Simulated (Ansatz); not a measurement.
# CsSnI₃: what the fields show

```
Cs Sn I
1.0
     8.76783    0.00000    0.00000
     0.00000   12.23696    0.00000
     0.00000    0.00000    8.39895
Cs Sn I
4 4 12
Direct
  0.93174 0.75000 0.97520
  0.43174 0.75000 0.52480
  0.06826 0.25000 0.02480
  0.56826 0.25000 0.47520
  0.50000 0.00000 0.00000
  0.00000 0.50000 0.50000
  0.00000 0.00000 0.50000
  0.50000 0.50000 0.00000
  0.70375 0.96718 0.70015
  0.29625 0.46718 0.29985
  0.70375 0.53282 0.70015
  0.29625 0.03282 0.29985
  0.49694 0.25000 0.93036
  0.20375 0.53282 0.79985
  0.00306 0.75000 0.43036
  0.79625 0.46718 0.20015
  0.79625 0.03282 0.20015
  0.50306 0.75000 0.06964
  0.99694 0.25000 0.56964
  0.20375 0.96718 0.79985
```

Space group Pnma; a structure from a database of computed crystals, not necessarily the ambient phase.

Method: DFT PBEsol, scalar-relativistic, plane waves, PAW in Ansatz.

The density is the valence pseudo-density of a PAW calculation; it isn't the true density close to the nuclei.

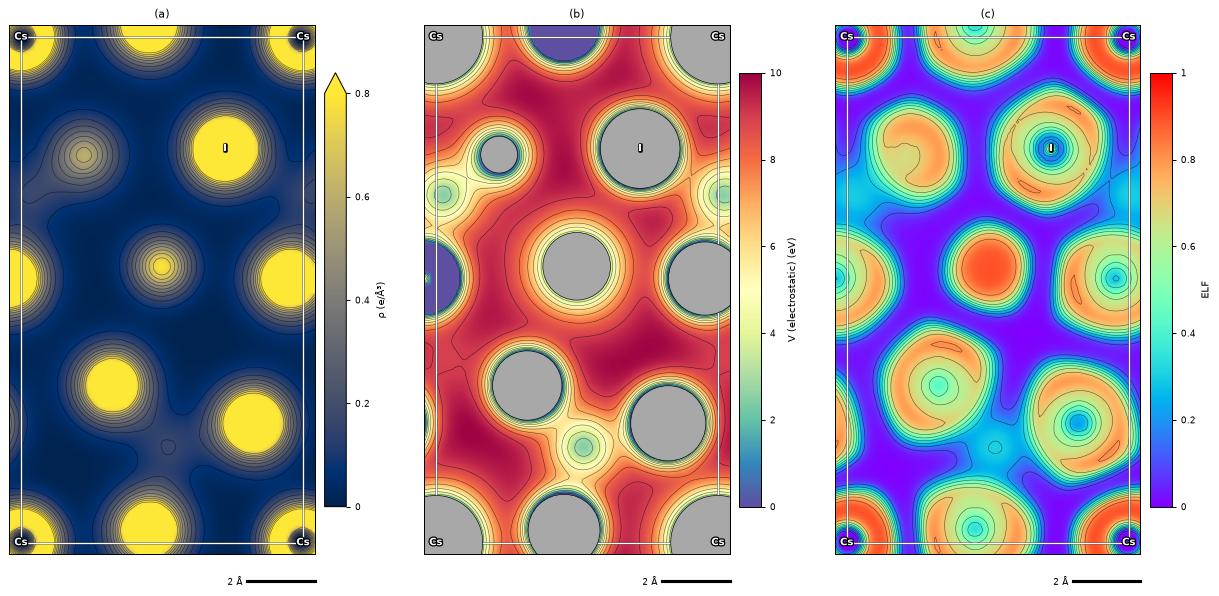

Figure 1. (a) valence charge density (pseudo); (b) electrostatic potential (local pseudopotential plus Hartree) felt by an electron; (c) electron localisation function on the (110) plane of the conventional cell. Grey discs cover the atomic cores in the potential map.

### What do the fields say about this system?

The plane passes through Cs and I nuclei. Atoms just off the plane (I, 0.4 Å away) can leave unmarked features too. Cs–I (4.05 Å): the density is about 0.05 e/Å³ at the midpoint; the ELF peaks at about 0.80 in the valence shell of I, 1.4 Å from its nucleus, and drops to about 0.05 between the two atoms; an ionic contact with no shared pair. Between the atoms the lowest density in this plane is 0.004 e/Å³. The features right at Cs lie inside the PAW spheres, where the map follows smoothed inner orbitals and isn't to be read closely. Outside the cores the potential energy rises away from the atoms and is highest about 2.4 Å from the nearest atoms; its zero is arbitrary.

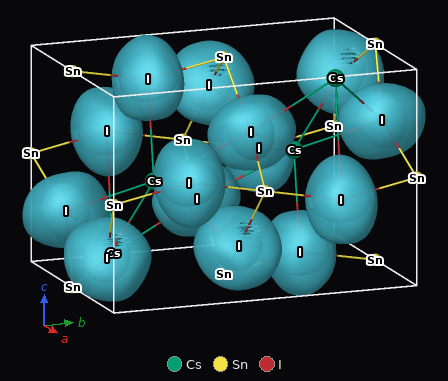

Figure 2. Isosurface of the electron localisation function at 0.65 (cyan), seen slightly off an axis. Only the valence region is drawn (cores and ρ < 0.01 e/Å³ removed). Sticks mark near contacts.

### Describe the localisation domains.

At this value the surface marks out twelve regions wrapped around I (the valence shell of each), counted in one cell of 20 atoms. Regions shared between cells count once.


Sn–I (3.11 Å): the ELF is about 0.40 at the midpoint and 0.30 at its lowest between the atoms. Cs–I (3.84 Å): the ELF peaks at about 0.80 in the valence shell of I, 1.3 Å from its nucleus, and drops to about 0.05 between the two atoms (an ionic contact with no shared pair).

### Does the calculation give a band gap?

It is gapped, with a Kohn–Sham gap of 0.57 eV on the k-point mesh, an upper bound to the gap of this method.
